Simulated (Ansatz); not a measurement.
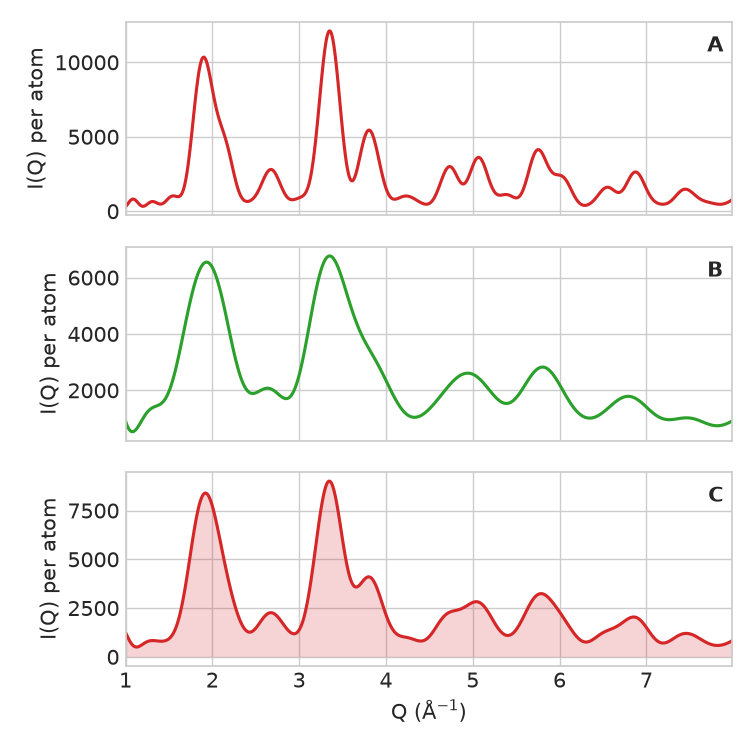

X-ray scattering of spheres cut from the crystal structure of Os (P6_3/mmc, a = 3.806 Å, b = 3.806 Å, c = 6.698 Å, α = 90.00°, β = 90.00°, γ = 120.00°), calculated atom by atom with the Debye equation (B = 0.5 Å², no relaxation of the surface). Structure used: the geometry relaxed with Ansatz 0.2.0, DFT r2SCAN, scalar-relativistic, plane waves, PAW; the starting structure was generated, so it need not be a known form of this composition.

**The spheres are 14, 20 and 28 Å across. Which curve is which?**

curve A: 28 Å (579 atoms); curve B: 14 Å (68 atoms); curve C: 20 Å (189 atoms). Peak widths go roughly as 2π/D, so the largest sphere has the sharpest peaks.

**Index the main peaks of the largest sphere.**

Q ≈ 1.90 Å⁻¹: 002 + 100; Q ≈ 2.68 Å⁻¹: 102; Q ≈ 3.35 Å⁻¹: 110 + 103; Q ≈ 3.81 Å⁻¹: 112 + 200; Q ≈ 4.73 Å⁻¹: 203; Q ≈ 5.07 Å⁻¹: 210 + 105 + 211.
